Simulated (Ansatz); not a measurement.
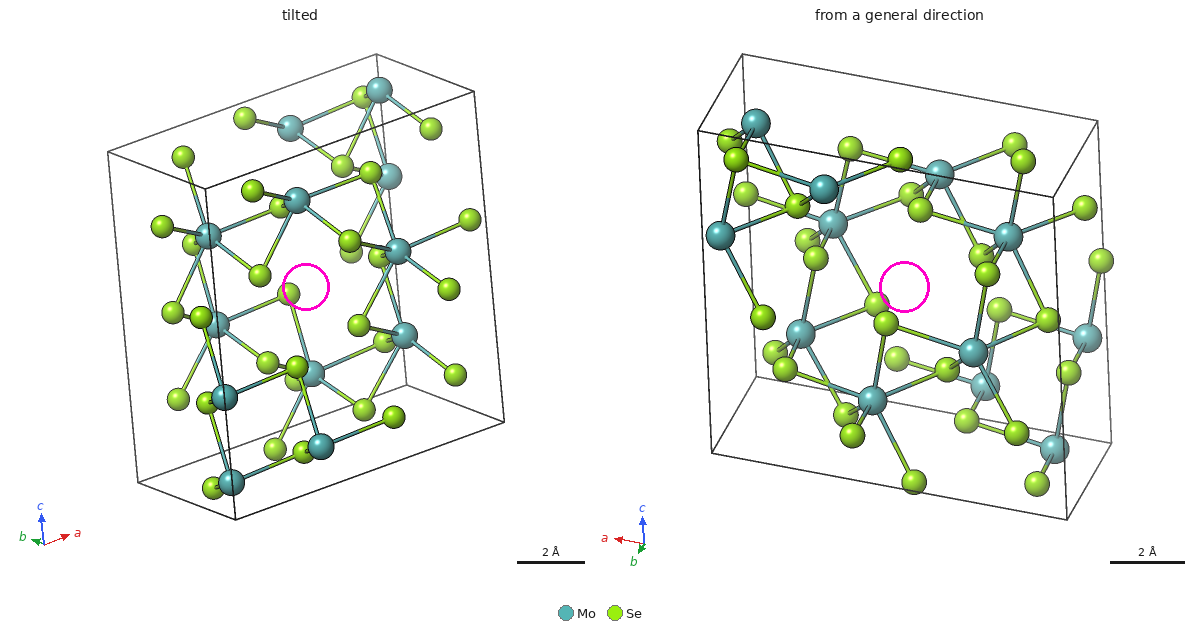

The figure gives a ball-and-stick picture of the atoms, viewed slightly off an axis and from a general direction. The supercell is drawn as a box. The host is MoSe2, in a cell of 39 sites, and the cell carries a charge of -3. A ring marks the defect's site.

### Name the defect and give its surroundings.

A molybdenum vacancy. Around the empty site lie six Se at about 2.6 Å.

Setup: DFT PBE, scalar-relativistic, plane waves, PAW in Ansatz; plane-wave cutoff 420 eV, Brillouin-zone sampling on a 2×2×2 mesh, Gaussian smearing of 0.01 eV, collinear spins.

### Is there a net spin in the supercell?

Yes, 3.0 μB in the cell.

The atoms were relaxed in the host's cell with DFT PBE, scalar-relativistic, plane waves, PAW (Ansatz).
